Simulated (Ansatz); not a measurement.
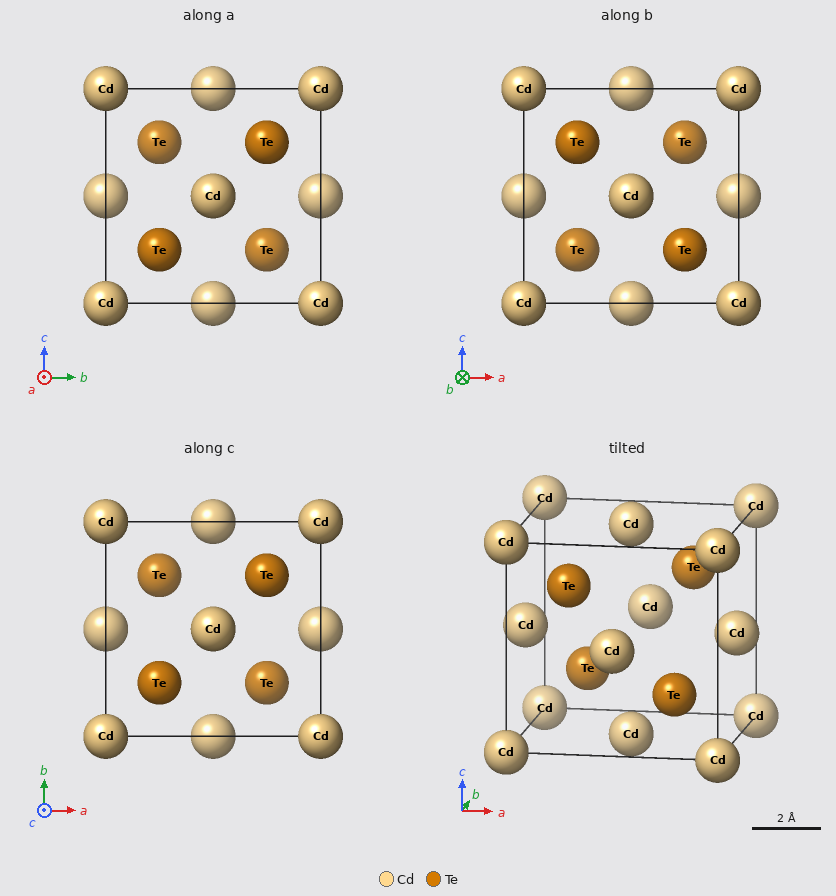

The image is a spheres-only drawing of a crystal, viewed along the a axis, along the b axis, along the c axis and slightly off an axis. The edges of the conventional unit cell are marked.

Lattice parameters: a = 6.3592 Å, b = 6.3592 Å, c = 6.3592 Å, α = 90.000°, β = 90.000°, γ = 90.000°.

**Put the structure into a CIF with its space group and independent sites.**

```cif
data_structure
_symmetry_space_group_name_H-M 'F -4 3 m'
_symmetry_Int_Tables_number 216
_cell_length_a 6.3592
_cell_length_b 6.3592
_cell_length_c 6.3592
_cell_angle_alpha 90.000
_cell_angle_beta 90.000
_cell_angle_gamma 90.000
_cell_volume 257.16
loop_
_atom_site_label
_atom_site_type_symbol
_atom_site_symmetry_multiplicity
_atom_site_Wyckoff_symbol
_atom_site_fract_x
_atom_site_fract_y
_atom_site_fract_z
_atom_site_occupancy
Cd1 Cd 4 a 0.0000 0.0000 0.0000 1
Te1 Te 4 d 0.2500 0.2500 0.7500 1
```

The model was built from a structure type filled with these elements by a generator (whether the compound takes this form wasn't checked). The atoms were relaxed in a fixed cell with DFT PBEsol, scalar-relativistic, plane waves, PAW in Ansatz.
